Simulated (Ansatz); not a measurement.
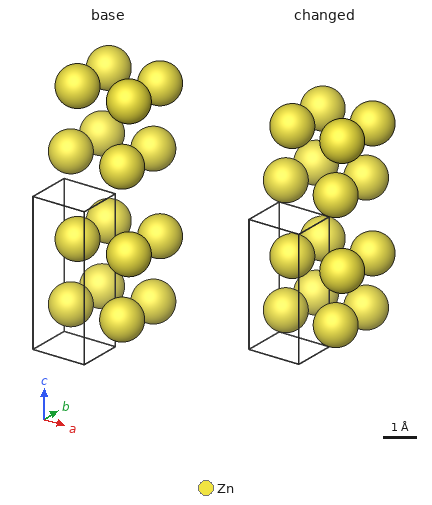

Left: crystalline Zn (set up in P6_3/mmc). Right: the same structure after one change, at the same scale. Style: spheres-only. Shown: the cell of the calculation, repeated 2 × 2 × 2 with one cell outlined, slightly off an axis.

All numbers below come from DFT PBEsol, scalar-relativistic, plane waves, PAW (Ansatz 0.2.0). Set-up: plane-wave cutoff 420 eV; occupations gaussian; smearing width 0.1 eV; no spin polarisation. The k-mesh is chosen for each cell (18×18×8, 18×18×10).

The crystal is put under a hydrostatic pressure of 30 GPa. Cell and atoms are relaxed at that pressure.

### How do the computed properties respond?

The volume changes by −19.6 %, with a = b 2.593 → 2.522 Å (−2.7 %), c 4.895 → 4.161 Å (−15.0 %). No atom moves by more than 0.005 Å relative to the cell. Among the bonded contacts that change: Zn–Zn 2.869 → 2.539 Å, Zn–Zn 2.593 → 2.522 Å. The space group stays P6_3/mmc (No. 194). The energy rises by 197 meV per atom. (The two runs use different k-meshes.) The pressure goes from 0.0 to 29.9 GPa. Both are metals.
